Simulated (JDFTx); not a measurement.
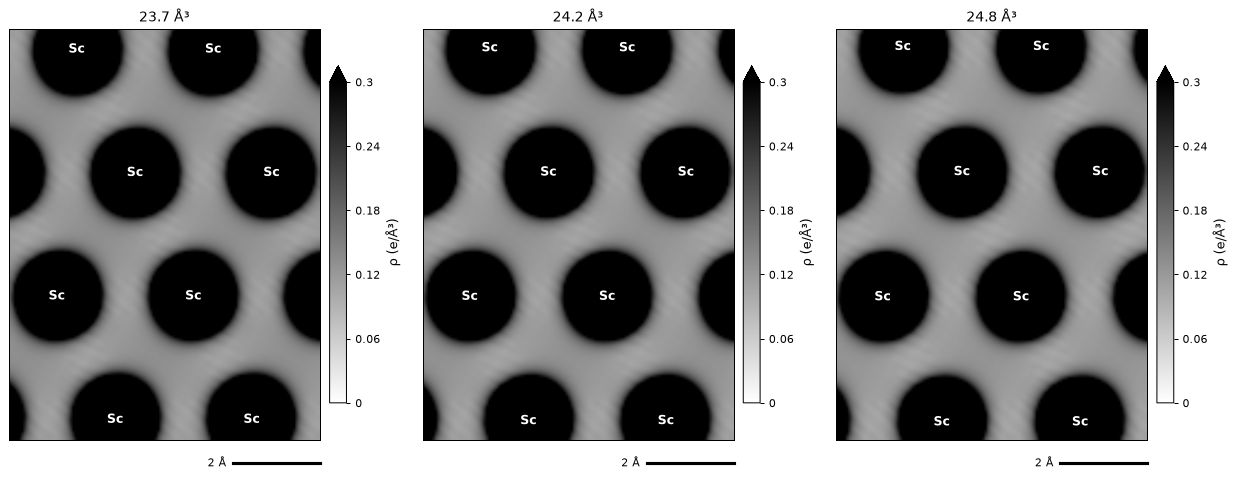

Sc. The valence electron density of cells scaled evenly to different volumes (given per atom above each panel), on the (001) plane of each (indices in the axes of the cell below), at one length scale and on one colour scale.

A structure from a database of computed crystals, not necessarily the ambient phase.

These are results of Kohn-Sham DFT of a periodic cell, PBE, PseudoDojo-SR-PBE-0.5-standard in JDFTx 1.7.0 (patched build), not measurements.

The density is the valence pseudo-density of a pseudopotential calculation; it isn't the true density close to the nuclei.

The largest cell:

```xyz
1
Lattice="-1.9299 1.9299 1.7290 1.9299 -1.9299 1.7290 1.9299 1.9299 -1.7290" Properties=species:S:1:pos:R:3 pbc="T T T"
Sc    0.0000    0.0000    0.0000
```

| volume (Å³/atom) | Sc–Sc contact in the plane (Å) | ρ at its midpoint (e/Å³) | pressure (GPa) | 
| --- | --- | --- | --- |
| 23.74 | 3.144 | 0.112 | 2.6 | 
| 24.24 | 3.166 | 0.110 | 1.3 | 
| 24.75 | 3.188 | 0.109 | 0.2 | 
| 25.25 | 3.210 | ? | ? | 
| 25.76 | 3.231 | 0.101 | −1.7 | 

Estimate the missing row, and compare with the calculation.

Answer. Over the known rows ln ρ falls by 1.19 per Å of Sc–Sc distance (a least-squares line), which gives 0.104 e/Å³ at 3.210 Å; the calculation gives 0.103 e/Å³. For the pressure, a straight line in volume between the neighbouring rows gives −0.7 GPa; the calculation gives −0.8.
